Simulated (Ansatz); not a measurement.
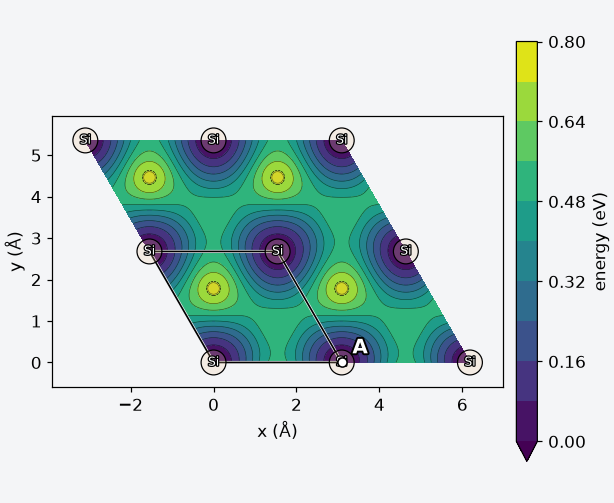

Si on a SiC(001) slab cut from the P6_3mc phase, its upper half relaxed before the scan (8 atoms of substrate and one adsorbate in a 1 × 1 cell). Si is moved over the surface cell; relaxed at each place: the height of the adsorbate's atoms; substrate rigid; the origin of the map has the adsorbate above Si8. Places are given modulo a cell vector. The map is drawn in real space over the plane of the surface. Grid: 6 × 6 points; 10 points were computed and 26 follow by symmetry. All energies are given in eV relative to the lowest grid point. With one adsorbate in each 1 × 1 cell, its nearest image is 3.1 Å away, so neighbouring adsorbates interact. The calculation used DFT PBE, scalar-relativistic, plane waves, PAW in Ansatz 0.2.0. Settings: cutoff 420 eV, k-mesh 9×9×1, gaussian smearing 0.05 eV, spin-polarised.

Drawn: filled contours, labelled circles for the atoms of the top layer and small ones for the second layer, the outline of one cell of the 2 × 2 shown, the point A. Between grid points the surface is interpolated.

### What is the easiest way out of the well at A, and how high is the barrier?

The easiest path leads from the well at the top site over a surface Si atom, (0/6, 0/6) of the cell vectors to its copy one period on. Its highest point lies about 0.5 eV above the bottom of the first well on the interpolated surface, at about (0.92, 0.46) of the cell vectors. This is the barrier on the constrained surface; relaxing the other coordinates would change it.

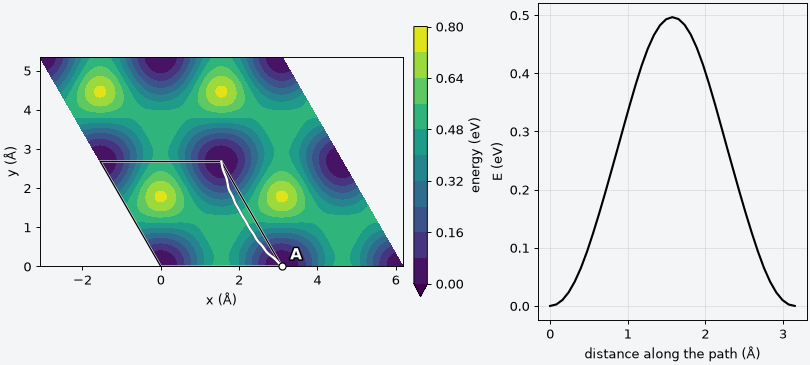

The picture shows filled contours, a line along the lowest path, the outline of one cell of the 2 × 2 shown, the energy along the path at the right. Between grid points the surface is interpolated.

PAW datasets: the set soft_1.
